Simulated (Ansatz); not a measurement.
```
Mg O
1.0
     4.61232    2.30616   -2.30616
     0.00000    2.30616    2.30616
     0.00000   -2.30616    2.30616
Mg O
2 2
Direct
  0.49658 0.00000 0.47661
  0.99658 0.50000 0.47661
  0.24889 0.00140 0.74835
  0.74889 0.50140 0.74835
```

Space group Cm; a generated structure, not necessarily the stable one; changed on purpose from its base cell (atoms moved at random by about 0.05 A); not relaxed (largest force 0.6 eV/Å).

These are results of Kohn-Sham DFT of a periodic cell, PBE, Ansatz PAW in Ansatz 0.2.0, not measurements.

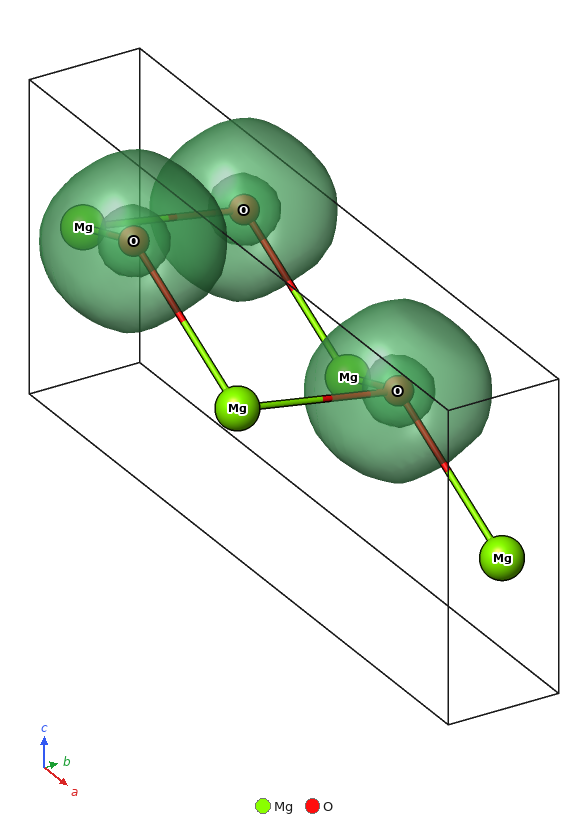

MgO. Isosurface of the ELF at 0.7 (green), seen slightly off an axis. Only the valence region is drawn (cores and ρ < 0.01 e/Å³ removed). Sticks mark near contacts.

Core electrons are frozen (PAW), and the valence fields are smoothed inside the atomic spheres.

Identify the bonds, lone pairs and shells in this picture.

Answer. The ELF exceeds this value in two regions wrapped around O (the valence shell of each), counted in one cell of 4 atoms. Regions shared between cells count once.

Values along the shortest contacts:
Mg–O (1.94 Å): the ELF peaks at about 0.85 in the valence shell of O, 0.7 Å from its nucleus, and is about 0.35 at the midpoint: a largely ionic contact. Mg–O (2.00 Å): the ELF peaks at about 0.85 in the valence shell of O, 0.6 Å from its nucleus, and is about 0.35 at the midpoint; a closed-shell, largely ionic contact.
